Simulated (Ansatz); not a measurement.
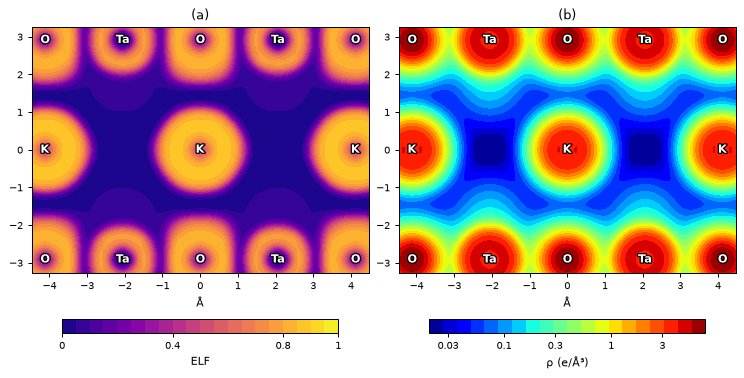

KTaO$_{3}$. (a) ELF; (b) valence electron density on the (011) plane of the conventional cell.

Space group Pm-3m; changed on purpose from its base cell (volume × 1.10); computed pressure about −16 GPa in this cell.

Theory: DFT r2SCAN, scalar-relativistic, plane waves, PAW (Ansatz 0.2.0).

In a PAW calculation such maps are meaningful between the atoms, not at the nuclei.

**What does the map show?**

- Atoms in the plane: K, Ta and O.
- Ta–O (2.06 Å): the density is about 0.73 e/Å³ at the midpoint; the ELF peaks at about 0.80 in the valence shell of O, 0.6 Å from its nucleus, and drops to about 0.20 between the two atoms; no localised pair shows between them.
- K–O (2.91 Å): the density is about 0.08 e/Å³ at the midpoint; the ELF is about 0 at the midpoint: a largely ionic contact.
- Between the atoms the lowest density in this plane is 0.02 e/Å³.
- The features right at K and Ta lie inside the PAW spheres, where the map follows smoothed inner orbitals and isn't to be read closely.

**Does the calculation make it a metal, or give it a gap?**

It is gapped, with a Kohn–Sham gap of 2.4 eV on the k-point mesh (the band edges may lie off the mesh, which would make the gap smaller).
